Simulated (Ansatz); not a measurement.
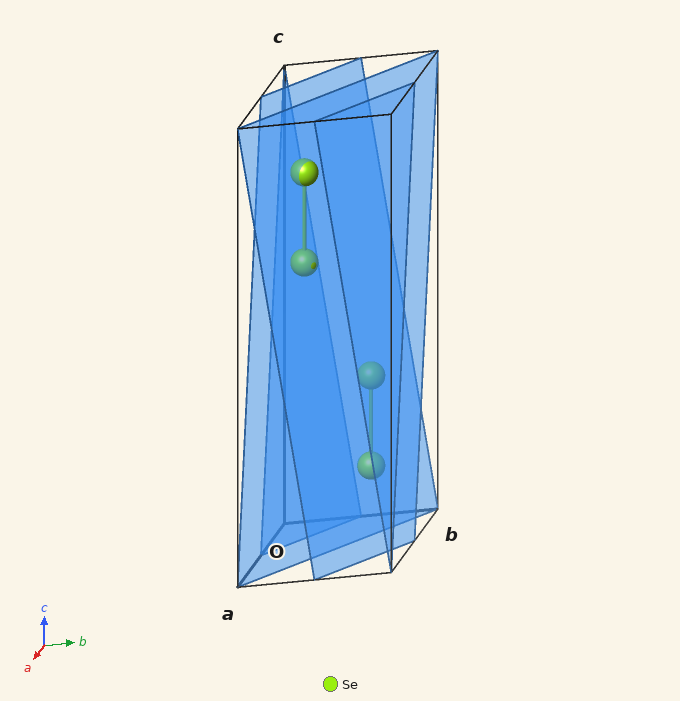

Every member of one family of equally spaced planes, hx + ky + lz = a whole number, that cuts the unit cell is shaded (one member passes through the origin O, touching the cell only at an edge or corner). Crystal: Se, the geometry relaxed with Ansatz 0.2.0, DFT PBE, scalar-relativistic, plane waves, PAW; the starting structure was generated, so it need not be a known form of this composition. Symmetry computed with spglib at a tolerance of 0.002 Å; standard conventional cell.

a = 3.448 Å, b = 3.448 Å, c = 11.074 Å, α = 90.00°, β = 90.00°, γ = 120.00°.

### What are the Miller indices?

(2 2 1), in four indices (2 2 −4 1); the opposite sign names the same planes. The member next to the origin meets the axes a at 1/2, b at 1/2, c at 1.

### What is the spacing?

d = 0.859 Å.

### Which atoms of the cell lie in these planes (within 0.03 Å)?

No atom.

### The space group is P6₃/mmc (No. 194). How many reflections hkl are equivalent to this one (itself included), and does it occur?

12 reflections are equivalent in the Laue class 6/mmm. The reflection is systematically absent, by a glide plane.
